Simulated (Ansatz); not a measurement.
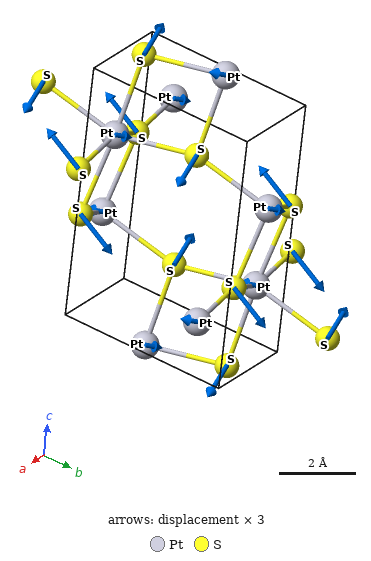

A relaxation of a crystal of PtS$_{2}$ (built on the TiO2-15 type type). The starting structure is drawn; blue arrows show the displacements (the part carried along by the change of the cell is left out), 3 times their true length.

Style: ball-and-stick. Shown: the cell of the calculation, slightly off an axis.

These are results of Ansatz, DFT, PBEsol, plane waves, PAW, not measurements. (plane-wave cutoff 420 eV; k-point mesh 6 × 6 × 4; occupations fermi dirac; smearing width 0.03 eV; no spin polarisation; cell and atoms relaxed; force threshold 0.01 eV/Å; at most 120 steps)

Question: Which element moves most?

Answer: Sulfur: up to 0.46 Å, against 0.18 Å for platinum.

Question: What happened in the run?

Answer: After 16 accepted moves (18 points after the start) the energy has fallen by 0.768 eV per cell of the calculation. Largest force component: 0.91 eV/Å at the start, 0.002 eV/Å at the end. Pressure: 1.54 GPa at the start and 0.00 GPa at the end. The line search rejected the trial step at point 13 of the run. The SCF was repeated once at an unchanged geometry on a basis and grid sized afresh for the cell, which shifted the energy by 1.0 meV per cell of the calculation at most. The largest moves relative to the cell, 0.46 Å, are those of S atoms. Largest moves by element: S 0.46 Å, Pt 0.18 Å. Cell: a = b 4.601 → 4.705 Å (+2.3 %), c 6.579 → 5.717 Å (−13.1 %), α 109.9° → 109.1°, β 109.9° → 109.1°, γ 90.0° → 87.6°. Volume −7.7 %. Near-neighbour distances that change, for instance: S–S 3.394 → 2.701 Å, Pt–S 2.375 → 2.501 Å, Pt–S 2.407 → 2.343 Å, Pt–S 2.324 → 2.370 Å. Bond angles that change, for instance: S–Pt–S 93.5° → 121.9°, S–Pt–S 91.2° → 65.4°, S–Pt–S 104.0° → 95.7°. The space group stays C2/c (No. 15).
